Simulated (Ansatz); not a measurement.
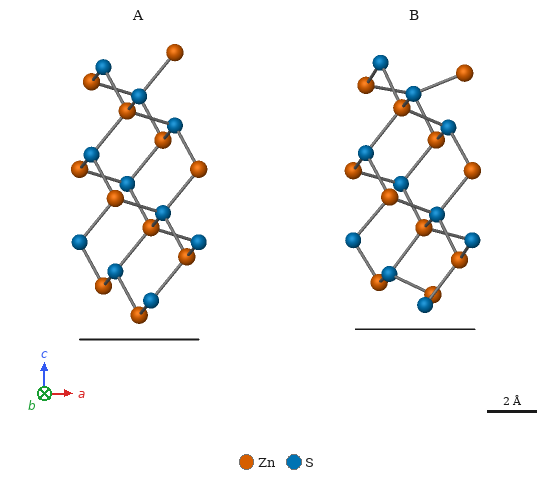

Two geometries of a slab of composition Zn10S9 (cut from the F-43m phase), drawn at one scale. One is the start of a relaxation, the other its converged end. The picture is a ball-and-stick view of the cell of the calculation, outlined in the plane, without the vacuum (origin shifted), seen along the b axis.

Computed with DFT PBEsol, scalar-relativistic, plane waves, PAW (Ansatz). Set-up: plane-wave cutoff 420 eV; k-point mesh 6 × 5 × 1; occupations gaussian; smearing width 0.05 eV; no spin polarisation; dipole correction; atoms relaxed in a fixed cell; force threshold 0.02 eV/Å; at most 60 steps.

Question: Which geometry has the lower energy?

Answer: Structure B is the relaxed one. Case: (2 1 0) slab, atoms relaxed. The slab is the (2 1 0) face of ZnS. The energy falls by 1.406 eV per cell of the calculation in 9 geometry steps. The largest force component goes from 0.63 to 0.014 eV/Å. The largest moves relative to the layer's centre, 1.12 Å, are those of Zn atoms. Largest moves by element: Zn 1.12 Å, S 0.24 Å. The cell stays as it was. Among the contacts that change: S–Zn 2.319 → 2.391 Å, S–Zn 2.319 → 2.368 Å, S–Zn 2.319 → 2.275 Å, S–Zn 2.319 → 2.298 Å. Among the angles between lasting bonds that change: Zn–S–Zn 109.5° → 74.3°, Zn–S–Zn 109.5° → 80.6°, Zn–S–Zn 109.5° → 126.5°.
